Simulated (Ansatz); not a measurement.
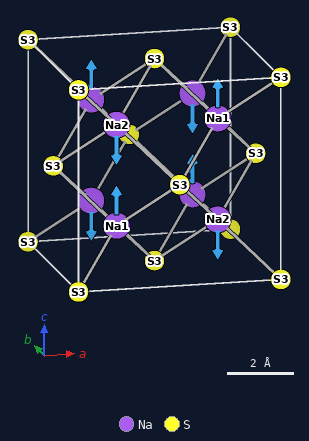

The lowest optical mode of solid Na2S relaxed at 2 GPa, space group Fm-3m (No. 225), at the zone centre. The blue arrows are the displacements of the atoms (eigenvector over the root of the mass), of arbitrary overall length and sign. Style: ball-and-stick. Shown: the conventional cell (4 times the calculation's cell), from a free direction. Lengths and directions refer to the drawn axes.

All numbers below come from DFT PBEsol, scalar-relativistic, plane waves, PAW (Ansatz).

The input:
```yaml
crystal:
  lattice:
    - [0.0, 3.1868102341, 3.1868102341]
    - [3.1868102341, 0.0, 3.1868102341]
    - [3.1868102341, 3.1868102341, 0.0]
  atoms:
    - { symbol: Na, position: [0.25, 0.25, 0.25] }
    - { symbol: Na, position: [0.75, 0.75, 0.75] }
    - { symbol: S, position: [0.0, 0.0, 0.0] }
basis:
  ecutwfc: 420
kpoints:
  mp_grid: { grid: [8, 8, 8] }
hamiltonian:
  xc: pbesol
scf:
  occupations: { method: fixed }
output:
  eigenvalues: true
phonons:
  method: dfpt
  dielectric: true
  rigid_motions: translations
  eigenvectors: true
```

Run as
```bash
ansatz run input.yaml --threads 1 --pin off --max-ram 1228MiB --backend cpu --events-out ev --progress --plain --runs-dir out
```

Frequencies are those without the non-analytic (LO–TO) term.

**Is this crystal at a minimum with respect to the drawn distortion?**

Yes: this softest mode has a real frequency, and so have all others here. That speaks for this wave vector alone: the rest of the zone wasn't checked in this run. This is the T₂g mode (triply degenerate; one member of the set is drawn) at 204 cm⁻¹, the lowest optical level, Raman-active by symmetry. The S atoms stay at rest; all motion is along c; atoms of one kind move against one another, with no net shift of their sublattice.
